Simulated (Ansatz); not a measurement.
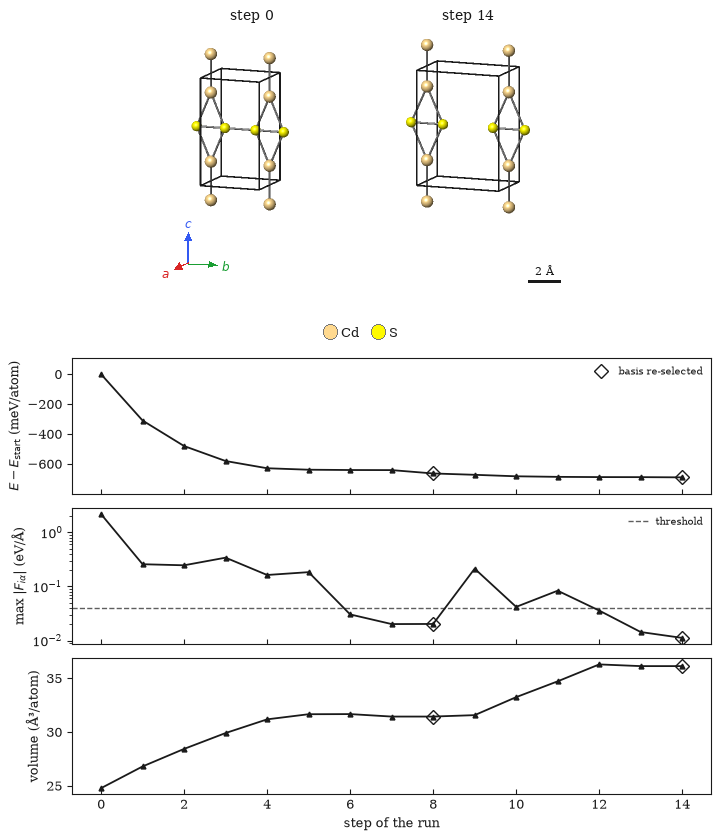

First and last geometry of a relaxation of solid CdS (a generated structure, set up in Pmmm) (coarse preliminary run), with the history of the run. A ball-and-stick model of the cell of the calculation, seen slightly off an axis.

Theory: DFT PBE, scalar-relativistic, plane waves, PAW in Ansatz. Set-up: plane-wave cutoff 420 eV; k-point mesh 6 × 4 × 4; occupations gaussian; smearing width 0.1 eV; no spin polarisation; cell and atoms relaxed; force threshold 0.04 eV/Å; at most 70 steps.

Question: Read the history and describe the run.

Answer: It converged. The largest moves relative to the cell, 0.25 Å, are those of S atoms. Largest moves by element: S 0.25 Å, Cd 0.01 Å. Cell: a 3.605 → 3.529 Å (−2.1 %), b 3.980 → 5.544 Å (+39.3 %), c 6.909 → 7.389 Å (+7.0 %). Volume +45.8 %. Near-neighbour distances that change, for instance: S–S 2.068 → 3.388 Å, S–S 1.913 → 2.155 Å, Cd–Cd 2.471 → 2.658 Å, Cd–S 2.416 → 2.599 Å. Bonds break: S–S (2.07 → 3.39 Å). Bond angles that change, for instance: Cd–S–Cd 133.4° → 131.0°. The space group stays Pmmm (No. 47). After 12 accepted moves (14 points after the start) the energy has fallen by 690 meV per atom. The largest force component goes from 2.2 to 0.011 eV/Å. The pressure goes from 20.20 to 0.09 GPa. The SCF was repeated twice at an unchanged geometry on a basis and grid sized afresh for the cell, which shifted the energy by 22.4 meV per atom at most.

```tsv
step	E − E(0), meV/atom	largest force component, eV/Å	pressure, GPa	volume, Å³/atom	note
0	0.00	2.1829	20.20	24.784	
1	-309.45	0.2584	11.21	26.803	
2	-480.17	0.2469	6.35	28.435	
3	-580.26	0.3418	3.19	29.911	
4	-628.59	0.1633	1.49	31.184	
5	-638.39	0.1843	0.23	31.661	
6	-640.40	0.0304	-0.03	31.673	
7	-640.98	0.0201	-0.03	31.443	
8	-663.43	0.0202	1.13	31.443	same geometry, new basis
9	-672.41	0.2138	1.00	31.575	
10	-682.38	0.0419	0.20	33.249	
11	-686.18	0.0836	0.01	34.722	
12	-687.70	0.0359	0.15	36.295	
13	-688.05	0.0144	0.03	36.137	
14	-689.50	0.0112	0.09	36.137	same geometry, new basis
```

Limits of the set-up: the k-point mesh is coarse for a cell with partly filled bands; layers or molecules are held without a dispersion correction, so their spacing is unreliable.
